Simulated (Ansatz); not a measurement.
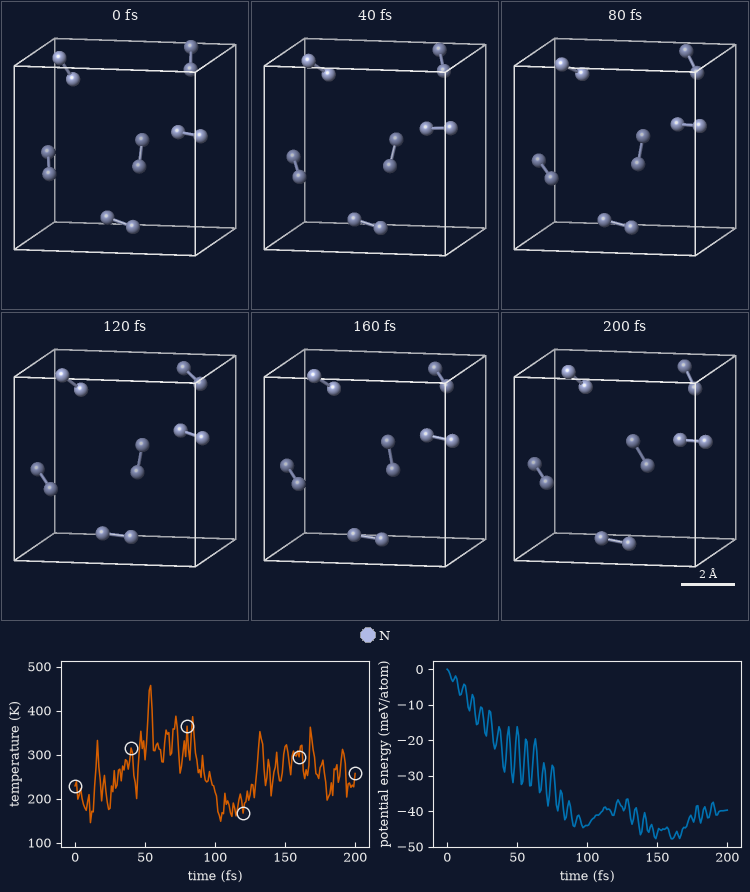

A Born-Oppenheimer molecular dynamics run of a periodic cell with 6 N2 at 0.802 g/cm³, 200 fs long. It starts from the last geometry of an earlier run, with fresh velocities. Frames and the history of the run. A ball-and-stick model of the simulation cell, seen slightly off an axis.

Level of theory: DFT LDA, scalar-relativistic, plane waves, PAW (Ansatz 0.2.0). Run with plane-wave cutoff 200 eV; k-point mesh 1 × 1 × 1; Fermi-Dirac smearing 0.02 eV; Langevin thermostat (NVT); set temperature 250 K; time step 1 fs; friction 0.05 per fs.

Input file:
```yaml
crystal:
  lattice:
    - [7.03385, 0.0, 0.0]
    - [0.0, 7.03385, 0.0]
    - [0.0, 0.0, 7.03385]
  atoms:
    - { symbol: "N", position: [0.2493883, 0.00264726, 1.05119099] }
    - { symbol: "N", position: [0.30808664, 0.07687815, 0.92642774] }
    - { symbol: "N", position: [0.48966111, 0.90007245, 0.33325107] }
    - { symbol: "N", position: [0.48815622, 0.98200194, 0.46521082] }
    - { symbol: "N", position: [0.7723523, 0.91584716, 0.99156926] }
    - { symbol: "N", position: [0.79443182, 0.80549498, 0.88576622] }
    - { symbol: "N", position: [0.00125079, 0.83702572, 0.40445088] }
    - { symbol: "N", position: [0.03320569, 0.72345978, 0.3036116] }
    - { symbol: "N", position: [0.81803939, 0.39125264, 0.60840491] }
    - { symbol: "N", position: [0.95706289, 0.32239196, 0.60064298] }
    - { symbol: "N", position: [0.39643259, 0.53178376, 1.10747631] }
    - { symbol: "N", position: [0.54404358, 0.50076208, 1.06593592] }
basis:
  ecutwfc: 200.0
kpoints:
  mp_grid: { grid: [1, 1, 1] }
hamiltonian:
  xc: lda
scf:
  occupations: { method: fermi_dirac, width: 0.02 }
  lower_state_search: "off"
  max_iter: 85
md:
  timestep: 1
  n_steps: 200
  ensemble: nvt_langevin
  temperature: 250.0
  initial_velocities: maxwell_boltzmann
  seed: 814210
  friction: 0.05
```

Launched with:
```bash
ansatz run input.yaml --threads 1 --pin off --max-ram 3072MiB --backend cpu --events-out ev --progress --plain --runs-dir out
```

Q: What happens in this trajectory?

A: Root-mean-square distances from the starting positions over the second half, with the common drift of all atoms taken out: N 0.42 Å. The heavy atoms stay within a fraction of a molecule's size of their starting places; so short a run doesn't tell a liquid from a solid. Over the second half the temperature averages 247 K (spread ±50 K). The potential energy in the second half lies on average 42.1 meV per atom below the first frame. The plane-wave cutoff is below what these potentials need, so energies and forces are off.

Limits of the set-up: the cutoff lies below the recommended one; the periodic images lie only 7.0 Å apart, so the values are limited by the cell's size.

The run took 70 s on 1 thread of Arm Neoverse V1 (shared host), peak memory 0.26 GiB.
